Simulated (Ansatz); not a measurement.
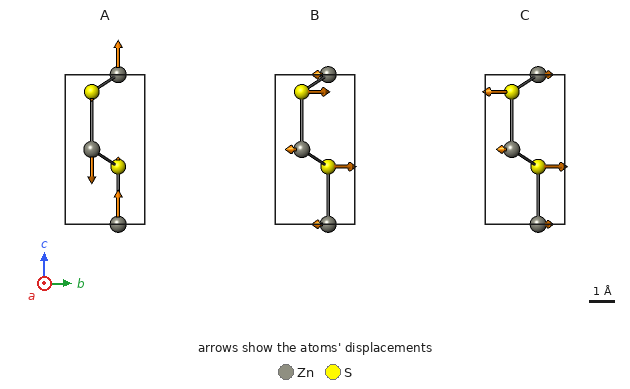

Modes of crystalline ZnS, space group P6₃mc (No. 186), at the zone centre (one member of each degenerate set). Displacements are drawn as orange arrows; their common scale and sign are arbitrary. A ball-and-stick model of the cell of the calculation, seen along the a axis.

Method: Ansatz, DFT r2SCAN, scalar-relativistic, plane waves, PAW.

Frequencies are those without the non-analytic (LO–TO) term.

Q: Which are infrared-active and which Raman-active?

A: A is B₁, silent by symmetry (neither infrared- nor Raman-active) (180 cm⁻¹). B is E₁, infrared- and Raman-active by symmetry (294 cm⁻¹). C is E₂, Raman-active by symmetry (299 cm⁻¹).
